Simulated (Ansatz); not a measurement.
## Electronic structure of Si₄Ge₃ in real space

```cif
data_structure
_symmetry_space_group_name_H-M 'P 1'
_symmetry_Int_Tables_number 1
_cell_length_a 10.4405
_cell_length_b 10.4405
_cell_length_c 9.6735
_cell_angle_alpha 90.000
_cell_angle_beta 90.000
_cell_angle_gamma 120.000
_cell_volume 913.18
loop_
_atom_site_label
_atom_site_type_symbol
_atom_site_fract_x
_atom_site_fract_y
_atom_site_fract_z
_atom_site_occupancy
Si1 Si 0.94924 0.76371 0.20434 1
Si2 Si 0.61591 0.09705 0.53767 1
Si3 Si 0.28257 0.43038 0.87101 1
Si4 Si 0.71743 0.56962 0.12899 1
Si5 Si 0.38409 0.90295 0.46233 1
Si6 Si 0.05076 0.23629 0.79566 1
Si7 Si 0.23629 0.18553 0.20434 1
Si8 Si 0.90295 0.51886 0.53767 1
Si9 Si 0.56962 0.85219 0.87101 1
Si10 Si 0.43038 0.14781 0.12899 1
Si11 Si 0.09705 0.48114 0.46233 1
Si12 Si 0.76371 0.81447 0.79566 1
Si13 Si 0.81447 0.05076 0.20434 1
Si14 Si 0.48114 0.38409 0.53767 1
Si15 Si 0.14781 0.71743 0.87101 1
Si16 Si 0.85219 0.28257 0.12899 1
Si17 Si 0.51886 0.61591 0.46233 1
Si18 Si 0.18553 0.94924 0.79566 1
Si19 Si 0.66667 0.33333 0.21006 1
Si20 Si 0.33333 0.66667 0.54339 1
Si21 Si 0.00000 0.00000 0.87673 1
Si22 Si 0.00000 0.00000 0.12327 1
Si23 Si 0.66667 0.33333 0.45661 1
Si24 Si 0.33333 0.66667 0.78994 1
Ge1 Ge 0.52616 0.61690 0.21197 1
Ge2 Ge 0.19283 0.95024 0.54530 1
Ge3 Ge 0.85950 0.28357 0.87863 1
Ge4 Ge 0.14050 0.71643 0.12137 1
Ge5 Ge 0.80717 0.04976 0.45470 1
Ge6 Ge 0.47384 0.38310 0.78803 1
Ge7 Ge 0.28357 0.42407 0.12137 1
Ge8 Ge 0.95024 0.75740 0.45470 1
Ge9 Ge 0.61690 0.09074 0.78803 1
Ge10 Ge 0.38310 0.90926 0.21197 1
Ge11 Ge 0.04976 0.24260 0.54530 1
Ge12 Ge 0.71643 0.57593 0.87863 1
Ge13 Ge 0.57593 0.85950 0.12137 1
Ge14 Ge 0.24260 0.19283 0.45470 1
Ge15 Ge 0.90926 0.52616 0.78803 1
Ge16 Ge 0.09074 0.47384 0.21197 1
Ge17 Ge 0.75740 0.80717 0.54530 1
Ge18 Ge 0.42407 0.14050 0.87863 1
```

Space group R-3; a generated structure, not necessarily the stable one; computed pressure about −2 GPa in this cell.

Level of theory: Ansatz 0.2.0, DFT r2SCAN, scalar-relativistic, plane waves, PAW.

The density is the valence pseudo-density of a PAW calculation; it isn't the true density close to the nuclei.

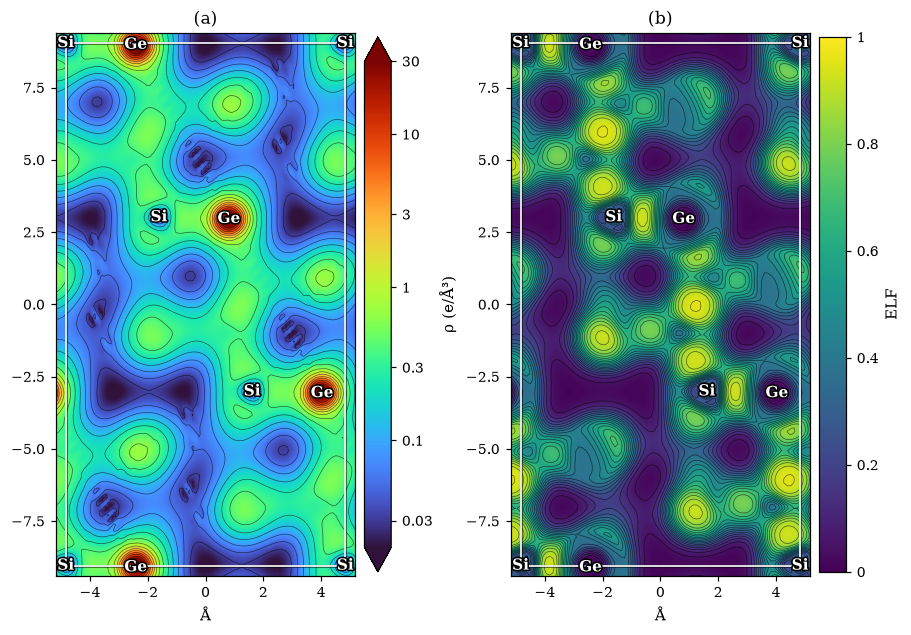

Figure 1. (a) valence pseudo-density; (b) ELF on the (110) plane of the conventional cell.

### What does the map show?

The section cuts through Si and Ge sites. Atoms just off the plane (Si, 0.7 Å away and Ge, 0.8 Å away) can leave unmarked features too. Si–Ge (2.42 Å): the density is about 0.54 e/Å³ at the midpoint; the ELF peaks at about 0.95 between the atoms, as expected for a shared electron pair. The density dies away to nearly zero in the voids.

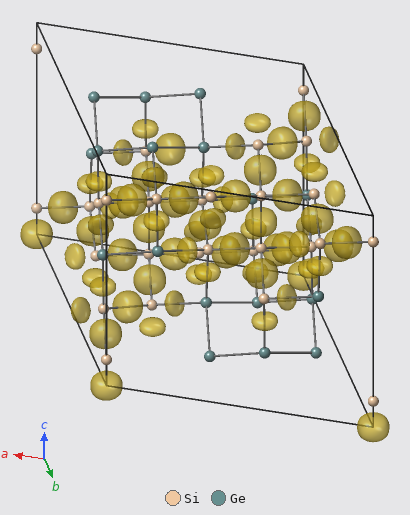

Figure 2. Isosurface of the electron localisation function at 0.85 (yellow), seen at an oblique angle. Only the valence region is drawn (cores and ρ < 0.01 e/Å³ removed). Sticks mark near contacts.

### Where are the electrons localised?

The ELF exceeds this value in 36 regions between bonded Ge–Si atoms (shared pairs) and 30 regions between bonded Si–Si atoms (shared pairs), counted in one cell of 42 atoms. Regions shared between cells count once.


Si–Si (2.36 Å): the ELF peaks at about 0.95 between the atoms; a covalent bond.

### Does the calculation make it a metal, or give it a gap?

It is gapped, with a Kohn–Sham gap of 0.90 eV on the k-point mesh (the band edges may lie off the mesh, which would make the gap smaller).
